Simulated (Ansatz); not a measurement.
# Single-point calculation of MoS

System: MoS (Fm-3m, 4 atoms in the cell).
Method: DFT PBEsol, scalar-relativistic, plane waves, PAW, spin-polarised (Ansatz 0.2.0).

The structure was built on a prototype by a generator; it need not be a known phase. It belongs to a series of runs on one base structure; here: antiferromagnetic, doubled cell, propagation vector (0, 0, 1/2).

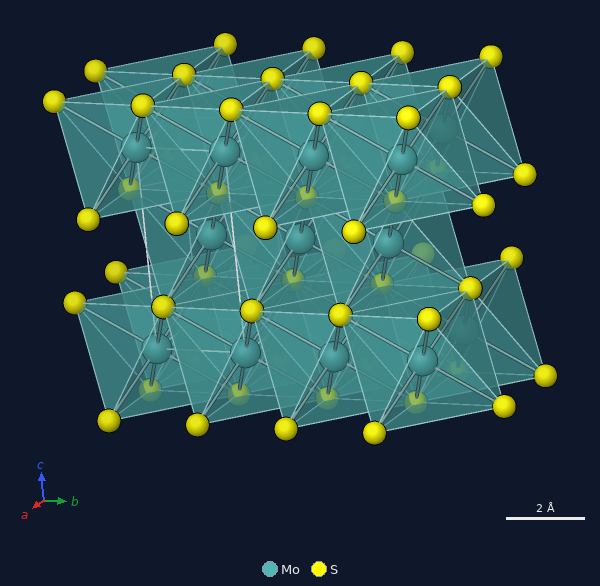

Fig. 1: The structure as given in the input (polyhedral view of the reduced cell, repeated 1 × 3 × 1, seen slightly off an axis; polyhedra are completed across the faces of the cell). An atom can appear more than once, as a periodic image.

The input
```yaml
crystal:
  lattice:
    - [0.0, 2.4478204267, 2.4478204267]
    - [2.4478204267, 0.0, 2.4478204267]
    - [4.8956408534, 4.8956408534, 0.0]
  atoms:
    - { symbol: Mo, position: [0.0, 1.0, 1.0], spin: 2.0 }
    - { symbol: S, position: [0.5, 0.5, 0.25] }
    - { symbol: Mo, position: [0.0, 1.0, 0.5], spin: -2.0 }
    - { symbol: S, position: [0.5, 0.5, 0.75] }
basis:
  ecutwfc: 420
kpoints:
  mp_grid: { grid: [14, 14, 7] }
hamiltonian:
  xc: pbesol
scf:
  occupations: { method: gaussian, width: 0.1 }
  lower_state_search: "off"
output:
  forces: true
  stress: true
  eigenvalues: true
  populations: true
  write_density: true
  write_potential: true
  elf: true
  volumetric_format: npy
magnetization:
  spin_polarized: true
```

Hardware: 1 thread of Intel Xeon @ 2.70GHz, 189 GiB of memory available, shared host.

Launch command:
```bash
ansatz run input.yaml --threads 1 --pin off --max-ram 2560MiB --backend cpu --events-out ev --progress --plain --runs-dir out
```

What the program printed
```
Engine: ansatz 0.2.0, x86_64-unknown-linux-gnu
Pseudopotentials: kind: paw
Pseudopotential: Mo, paw, valence charge 14, recommended cutoff 420 eV (normal), Mo.paw.azcp
Pseudopotential: S, paw, valence charge 6, recommended cutoff 420 eV (normal), S.paw.azcp
Functional definition: PBEsol
  exchange = pbesol_x
  correlation = pbesol_c
Crystal: 4 atoms, lattice volume = 58.668 Å³
Basis set: ecut = 420 eV, 1117 PW (Γ), exchange–correlation on 48×48×96 points (8 copies of the dense FFT grid, shifted against one another)
Bands: 27, of which v1, the nominal top of the filled ones, is band 20 counted from 1 (19 counted from 0)
Symmetry: 12 space group operations
Space group: R-3m (ITA 166), of the structure as read, at distance tolerance 3.9e-5 Å
Magnetic group: BNS 166.102 (UNI 1332), of the structure as read, at distance tolerance 3.9e-5 Å
k-points: 144 of 1372
Non-local potential: Mo, projectors of the file, l = 0: 3, l = 1: 2, l = 2: 2, l = 3: 1
Non-local potential: S, projectors of the file, l = 0: 2, l = 1: 2, l = 2: 2
PAW form: soft (Blöchl's): semilocal exchange-correlation on the pseudo side does not see the compensation charge
PAW frozen core: Mo, regenerated for the run's functional, and the local potential with it (the file was generated under x = pbe(κ = 0.804, μ = 0.2195149727645171), c = pbe(β = 0.06672455060314922))
PAW frozen core: S, regenerated for the run's functional, and the local potential with it (the file was generated under x = pbe(κ = 0.804, μ = 0.2195149727645171), c = pbe(β = 0.06672455060314922))
PAW one-centre angular grid: Mo, 590 points (default); XC on 64 Gauss nodes
PAW one-centre angular grid: S, 110 points (default); XC on 64 Gauss nodes
Initial density: superposition of atomic densities (chi_scale 0.1, normalization cell)
Starting moments: Σ|m| = 4 μB on 2 of 4 sites
Starting magnetic order: antiferromagnet; a translation exchanges its spin sublattices: spin-degenerate at every k-point
Initial wavefunctions: pseudopotential atomic-orbital guess
Functional: x = pbesol(κ = 0.804, μ = 0.12345679012345678), c = pbesol(β = 0.046)
SCF iter   1: F=—  HF=-11565.318072 eV  |F-HF|=—  |Δ(HF+E_count)|=         —  Δρ=6.71e-2 (↑6.71e-2 ↓6.71e-2)  dr2=5.56e0  dr2_m=1.61e0  M=0.000 μB ∫|m|=1.866 μB  β_m=0.30  ethr=3.10e-3  ⟨swp⟩=5.1  Hψ=17812  notcnv=0
preconditioner: auto → Kerker (q_TF=auto, 2.560 Å⁻¹)  [metal: Δε(μ)=0.008 eV  Ē_g=8.849 eV  σ=0.100 eV  W_gap=0.05  n_scr=16 (ndim 8)  ℏωp=23.7 eV  f_vac=0.000  D(μ)=4.47/eV (n_scr^D=48)]
spin=Collinear: Kerker preconditioning applied to the charge; magnetization (m = ρ↑ − ρ↓) channel mixes plain (no charge-response kernel on spin).
SCF iter   2: F=—  HF=-11564.518223 eV  |F-HF|=—  |Δ(HF+E_count)|=   8.00e-1  Δρ=4.52e-2 (↑4.52e-2 ↓4.52e-2)  dr2=1.78e0  dr2_m=8.20e-1  M=0.000 μB ∫|m|=1.811 μB  β_m=0.30  ethr=3.10e-3  ⟨swp⟩=2.4  Hψ=7106  notcnv=0  defer=154
SCF iter   3: F=—  HF=-11564.184830 eV  |F-HF|=—  |Δ(HF+E_count)|=   3.33e-1  Δρ=2.76e-2 (↑2.76e-2 ↓2.76e-2)  dr2=5.28e-2  dr2_m=3.82e-1  M=0.000 μB ∫|m|=1.836 μB  β_m=0.30  ethr=3.10e-3  ⟨swp⟩=2.1  Hψ=6039  notcnv=0  defer=154
SCF iter   4: F=—  HF=-11564.248770 eV  |F-HF|=—  |Δ(HF+E_count)|=   6.39e-2  Δρ=2.16e-2 (↑2.16e-2 ↓2.16e-2)  dr2=3.03e-2  dr2_m=2.46e-1  M=0.000 μB ∫|m|=1.667 μB  β_m=0.30  ethr=1.32e-4  ⟨swp⟩=2.1  Hψ=7929  notcnv=0  defer=156
SCF iter   5: F=—  HF=-11564.281044 eV  |F-HF|=—  |Δ(HF+E_count)|=   3.23e-2  Δρ=1.66e-2 (↑1.66e-2 ↓1.66e-2)  dr2=2.07e-4  dr2_m=1.48e-1  M=0.000 μB ∫|m|=1.563 μB  β_m=0.30  ethr=7.58e-5  ⟨swp⟩=2.0  Hψ=5365  notcnv=0  defer=156
SCF iter   6: F=—  HF=-11564.306251 eV  |F-HF|=—  |Δ(HF+E_count)|=   2.52e-2  Δρ=1.34e-2 (↑1.34e-2 ↓1.34e-2)  dr2=2.60e-4  dr2_m=9.67e-2  M=0.000 μB ∫|m|=1.450 μB  β_m=0.30  ethr=5.19e-7  ⟨swp⟩=2.1  Hψ=6730  notcnv=0  defer=156
SCF iter   7: F=—  HF=-11564.323754 eV  |F-HF|=—  |Δ(HF+E_count)|=   1.75e-2  Δρ=1.09e-2 (↑1.09e-2 ↓1.09e-2)  dr2=1.36e-4  dr2_m=6.44e-2  M=0.000 μB ∫|m|=1.351 μB  β_m=0.30  ethr=5.19e-7  ⟨swp⟩=2.0  Hψ=6711  notcnv=0  defer=156
SCF iter   8: F=—  HF=-11564.336373 eV  |F-HF|=—  |Δ(HF+E_count)|=   1.26e-2  Δρ=9.22e-3 (↑9.22e-3 ↓9.22e-3)  dr2=1.87e-4  dr2_m=4.56e-2  M=0.000 μB ∫|m|=1.255 μB  β_m=0.30  ethr=3.41e-7  ⟨swp⟩=2.1  Hψ=6721  notcnv=0  defer=156
Mixer restart at iter 8: flushing history
spin-set hold released at iteration 8 (site moments contracting): the magnetisation degrees of freedom join the quasi-Newton model from the next iteration; the mixer history was flushed
SCF iter   9: F=—  HF=-11564.345980 eV  |F-HF|=—  |Δ(HF+E_count)|=   9.61e-3  Δρ=7.85e-3 (↑7.85e-3 ↓7.85e-3)  dr2=1.83e-4  dr2_m=3.31e-2  M=0.000 μB ∫|m|=1.169 μB  β_m=0.41  ethr=3.41e-7  ⟨swp⟩=2.0  Hψ=5866  notcnv=0  defer=156
SCF iter  10: F=—  HF=-11564.372515 eV  |F-HF|=—  |Δ(HF+E_count)|=   2.65e-2  Δρ=4.19e-3 (↑4.19e-3 ↓4.19e-3)  dr2=9.21e-5  dr2_m=9.38e-3  M=0.000 μB ∫|m|=0.826 μB  β_m=0.65  ethr=3.41e-7  ⟨swp⟩=3.0  Hψ=8086  notcnv=0  defer=156
SCF iter  11: F=—  HF=-11564.392362 eV  |F-HF|=—  |Δ(HF+E_count)|=   1.98e-2  Δρ=1.35e-3 (↑1.35e-3 ↓1.35e-3)  dr2=1.72e-6  dr2_m=9.79e-4  M=0.000 μB ∫|m|=0.321 μB  β_m=0.91  ethr=2.30e-7  ⟨swp⟩=3.1  Hψ=9769  notcnv=0  defer=161
SCF iter  12: F=—  HF=-11564.396080 eV  |F-HF|=—  |Δ(HF+E_count)|=   3.72e-3  Δρ=1.67e-4 (↑1.67e-4 ↓1.67e-4)  dr2=2.04e-5  dr2_m=3.94e-6  M=0.000 μB ∫|m|=0.003 μB  β_m=0.96  ethr=4.30e-9  ⟨swp⟩=4.6  Hψ=11588  notcnv=0  defer=158
SCF iter  13: F=—  HF=-11564.396078 eV  |F-HF|=—  |Δ(HF+E_count)|=   1.33e-6  Δρ=4.23e-5 (↑4.23e-5 ↓4.23e-5)  dr2=2.38e-6  dr2_m=2.15e-7  M=0.000 μB ∫|m|=0.002 μB  β_m=0.93  ethr=4.30e-9  ⟨swp⟩=2.0  Hψ=6767  notcnv=0  defer=158
SCF iter  14: F=—  HF=-11564.396078 eV  |F-HF|=—  |Δ(HF+E_count)|=   1.54e-7  Δρ=1.40e-5 (↑1.40e-5 ↓1.40e-5)  dr2=3.32e-7  dr2_m=5.27e-8  M=0.000 μB ∫|m|=0.000 μB  β_m=0.88  ethr=4.30e-9  ⟨swp⟩=2.0  Hψ=6376  notcnv=0  defer=158
iter 15 did not close the SCF: its close was put off for a magnetic moment that had not settled (scf_convergence_deferred on its scf_iter line)
SCF iter  15: F=-11564.396078 eV  HF=-11564.396078 eV  |F-HF|=2.64e-9  |Δ(HF+E_count)|=   3.87e-9  Δρ=6.40e-6 (↑6.40e-6 ↓6.40e-6)  dr2=2.01e-8  dr2_m=1.63e-8  M=0.000 μB ∫|m|=0.000 μB  β_m=0.94  ethr=2.50e-10  ⟨swp⟩=12.2  Hψ=24880  notcnv=0
iter 16 did not close the SCF: its close was put off for a magnetic moment that had not settled (scf_convergence_deferred on its scf_iter line)
SCF iter  16: F=-11564.396078 eV  HF=-11564.396078 eV  |F-HF|=4.93e-10  |Δ(HF+E_count)|=   2.11e-8  Δρ=2.59e-6 (↑2.59e-6 ↓2.59e-6)  dr2=3.01e-9  dr2_m=2.91e-9  M=0.000 μB ∫|m|=0.000 μB  β_m=0.97  ethr=5.02e-11  ⟨swp⟩=4.9  Hψ=19889  notcnv=0
iter 17 did not close the SCF: its close was put off for a magnetic moment that had not settled (scf_convergence_deferred on its scf_iter line)
SCF iter  17: F=-11564.396078 eV  HF=-11564.396078 eV  |F-HF|=1.78e-10  |Δ(HF+E_count)|=   4.63e-9  Δρ=6.22e-7 (↑6.22e-7 ↓6.22e-7)  dr2=1.55e-11  dr2_m=1.99e-10  M=0.000 μB ∫|m|=0.000 μB  β_m=0.99  ethr=7.53e-12  ⟨swp⟩=4.2  Hψ=18819  notcnv=0
SCF iter  18: F=-11564.396078 eV  HF=-11564.396078 eV  |F-HF|=5.46e-12  |Δ(HF+E_count)|=  3.86e-10  Δρ=9.76e-8 (↑9.76e-8 ↓9.76e-8)  dr2=2.66e-12  dr2_m=4.04e-12  M=0.000 μB ∫|m|=0.000 μB  ethr=1.00e-12  ⟨swp⟩=4.0  Hψ=17354  notcnv=0
WARN: the starting moments were not kept: the SCF closed with an absolute magnetisation of 4.2e-6 μB, where they sum to 4 μB in size (2 sites). That is at most 0.1 of that sum. Measured as dr2_m measures the in/out step, that magnetisation stands 4.8e-12 eV from none, at or under the dr2_threshold of 1.0e-7 eV: it is no larger than a step whose dr2_m would equal this threshold. The system may hold no moment; this SCF shows only that its start led to no more than that. To try another start: raise the starting moments (crystal.atoms[].spin, magnetization.per_species, magnetization.initial_magnetization, or on a non-collinear deck that types none of these the spinor_matrix: blocks that start its atoms; where the total moment is fixed, keep their sum and leave initial_magnetization as it is; typed ones take the place of any that the run laid by itself, positive ones on a crystal's lanthanoids without a Hubbard term where scf.initial_density.shell_occupations: [] is typed) or, if the notice of its spin-set hold's release reads "site moments contracting" or "site moments show no strong build", lengthen the hold (scf.mixing.spin_hold: { on: { confirm: 4 } }; for m-r²SCAN on two components see the key's manual first). Each may lead to a state that holds a moment. A second SCF, from the converged charge density, with the starting moments and any scf.initial_density.shell_occupations laid on it anew, would have followed, and was not run: the deck does not ask for one (magnetization.retry_lost_moments is false, the default). To let it run, set magnetization.retry_lost_moments: true and run the deck again, where that key's refused combinations let it; where memory then withholds it, that run's warning says so.
SCF 1 converged in 18 iterations: F = -11564.396078 eV  dr2 = 2.66e-12
  greatest PAW one-centre occupation: 0.999 electrons in one spin orbital (limit 2), on the Mo atom at site 2 (counted from 0), in its partial waves of l = 0
```

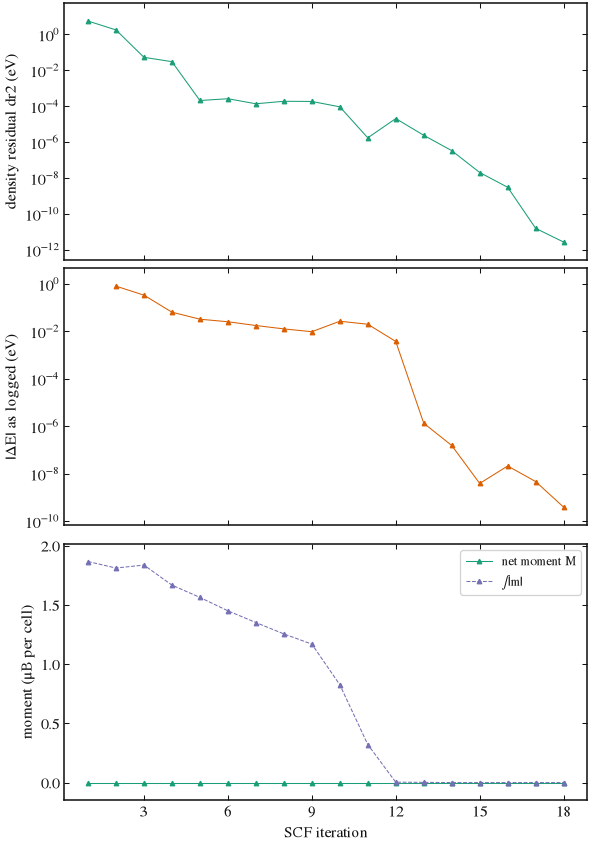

Fig. 2: Convergence of the self-consistent field: density residual dr2, size of the energy change and magnetic moment against the SCF iteration. The residual comes down, with one marked jump up, by a factor of about 10, at step 12. The net moment stays at 0.0 μB per cell, and ∫|m| falls to zero.

```
SCF converged after 18 iterations
Magnetization: 0.0000 μB (20.0000 up, 20.0000 down)
Absolute magnetization: 0.0000 μB (∫|ρ↑−ρ↓|, with the PAW one-centre terms)
Spin contamination: 0.0000 ħ² per cell (⟨S²⟩ above its minimum at these occupations)
Per-site moments (μB) at R_I (Å): [(7.925086545520628e-7, 1.00972592601375), (3.3005137000019173e-24, 1.00972592601375), (-7.925086545520628e-7, 1.00972592601375), (6.229485023757503e-24, 1.00972592601375)]
Free energy (F): -11564.396078 eV
Harris-Foulkes:  -11564.396078 eV  (|F-HF|=5.46e-12)
Internal energy: -11564.370433 eV  (E = F + TS)
E sigma→0 (E₀):  -11564.383256 eV
Entropy (-TS):   -0.025645 eV (-6.411 meV/atom)
Fermi energy:    17.392202 eV
--- Per-component energies (eV) ---
  E_band       = -122.959883
  E_kinetic    = 1110.753721
  E_local      = -2035.572657  (includes V_loc(G=0)·N_el)
  E_nonlocal   = 349.972676
  E_hartree    = 695.372197
  E_xc         = -560.350097
  E_vxc        = -636.283297  (∫ρ·V_xc dr)
  E_paw        = -7457.959765  (= ΣΔE_a)
  E_vpaw       = -302.574803  (= ΣTr[D̂ρ^β])
  E_aug_tail   = 0.000088  (compensation charges beyond the density's cutoff)
  E_ewald      = -3667.129094
  E_core_change = 0.542497  (= ΣΔE_core)
  E_smearing   = -0.025645  (= −TS)
  E_closure    = 0.000000  (closes the sum)
  Σ components = -11564.396078   (vs F -11564.396078, Δ=0.00e0)
--- Forces (eV/Å), atoms counted from 1 ---
  atom   1  Mo     0.00000000     0.00000000     0.00000000
  atom   2  S     -0.00000000    -0.00000000     0.00000000
  atom   3  Mo     0.00000000    -0.00000000     0.00000000
  atom   4  S      0.00000000     0.00000000    -0.00000000
  max |Σ_I F_I| component: 3.28e-28 eV/Å
--- Stress (GPa, compression-positive) ---
        0.007695      -0.000000       0.000000
       -0.000000       0.007695       0.000000
        0.000000       0.000000       0.007695
  P = ⅓ Tr σ = 0.0077 GPa (0.077 kbar)
--- Band table (eV; the first three rows and the last of 288) ---
  k-point 0 ↑: bands = ["-43.9877", "-43.9674", "-18.3352", "-18.1116", "-18.1116", "-18.0852", "-18.0852", "-18.0852", "0.8419", "2.9649", "8.4832", "10.8292", "10.8292", "14.4384", "14.4384", "14.4384", "14.8215", "14.8215", "14.8215", "15.2699", "15.2699", "17.4275", "17.4275", "18.2271", "19.8287", "21.1406", "22.7303"]
  k-point 1 ↑: bands = ["-43.9867", "-43.9684", "-18.3232", "-18.1103", "-18.1103", "-18.0979", "-18.0865", "-18.0865", "0.9222", "2.8141", "8.7255", "10.9137", "10.9137", "13.6673", "13.7342", "13.7342", "14.9603", "14.9603", "15.3191", "16.0423", "16.0423", "17.2323", "17.2323", "17.7780", "20.4525", "21.4672", "22.1347"]
  k-point 2 ↑: bands = ["-43.9839", "-43.9713", "-18.2892", "-18.1333", "-18.1067", "-18.1067", "-18.0902", "-18.0902", "1.1554", "2.4357", "9.3798", "11.1661", "11.1661", "12.5597", "12.8852", "12.8852", "15.2284", "15.2284", "15.7543", "16.7534", "16.7534", "17.1105", "17.2329", "17.2329", "21.0635", "21.0635", "21.5907"]
  k-point 143 ↓: bands = ["-43.9628", "-43.9625", "-18.2602", "-18.2541", "-18.2257", "-18.2134", "-18.1483", "-18.1377", "2.6252", "2.6539", "9.7552", "9.8965", "10.8714", "10.9258", "11.1961", "11.2314", "16.4796", "16.6662", "16.7560", "17.0721", "18.0929", "18.1952", "18.3838", "18.6137", "19.8677", "20.4347", "23.6110"]
--- Löwdin populations: 4 sites ---
  site symbol       q [e]    m [muB]
     0     Mo     13.9079     0.0000
     1      S      5.9152     0.0000
     2     Mo     13.9079    -0.0000
     3      S      5.9152     0.0000
  spilling = 0.008845 (of n_electrons = 40.000000)
```

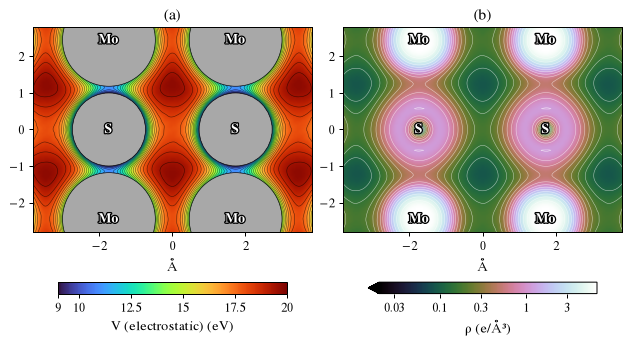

Fig. 3: (a) electrostatic potential energy of an electron; (b) valence pseudo-density on the (11̄0) plane of the calculation cell. Grey discs, where drawn, cover atomic cores. The section cuts through Mo and S sites. Mo–S (2.45 Å): ρ at the midpoint is about 0.5 e/Å³. Away from the nuclei the density in this plane falls to 0.09 e/Å³ at its lowest. Outside the cores the potential energy rises away from the atoms and is highest about 2.1 Å from the nearest atoms; outside the discs it spans about 10 eV, and its zero is arbitrary. Core electrons are frozen (PAW), so the fields are smoothed inside the atomic spheres.

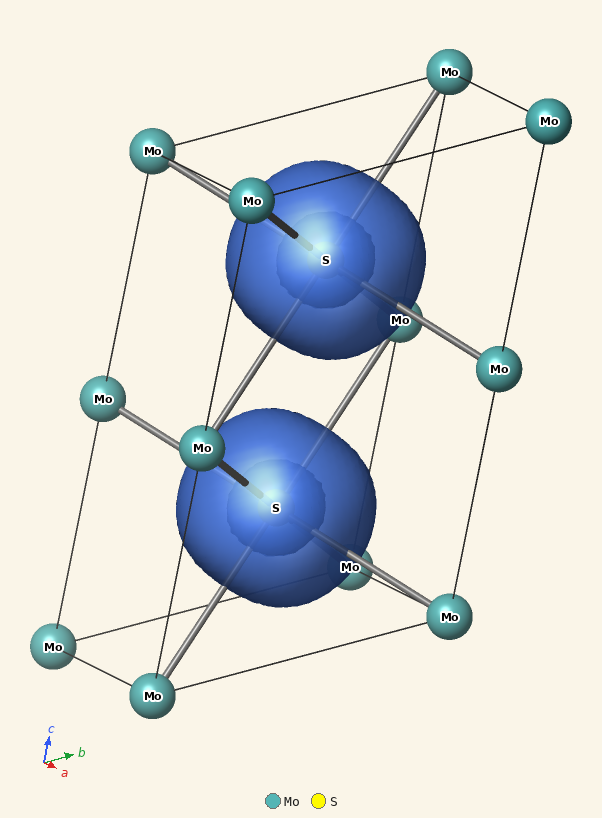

Fig. 4: Isosurface of the ELF at 0.65 (blue), seen slightly off an axis. Core shells and regions of very low density are left out. Sticks mark near contacts. The outline is the calculation cell. Profiles from the grid: Mo–S (2.45 Å): the ELF is about 0.30 at the midpoint.

Summary

| quantity | value |
| --- | --- |
| outcome | converged |
| space group (tolerance 0.01 Å) | Fm-3m (225) |
| electrons treated | 40 |
| free energy | −11564.3961 eV |
| Fermi energy | 17.392 eV |
| gap on the k-point mesh | none (metallic) |
| net moment of the cell | 0.00 μB |
| integrated absolute moment | 0.00 μB |
| pressure | 0.01 GPa |
| largest force (length of the vector) | under 0.001 eV/Å |
| wall time | 25 s |
| peak memory | 0.56 GiB |

Notes

The program warns: some starting moments were not kept.
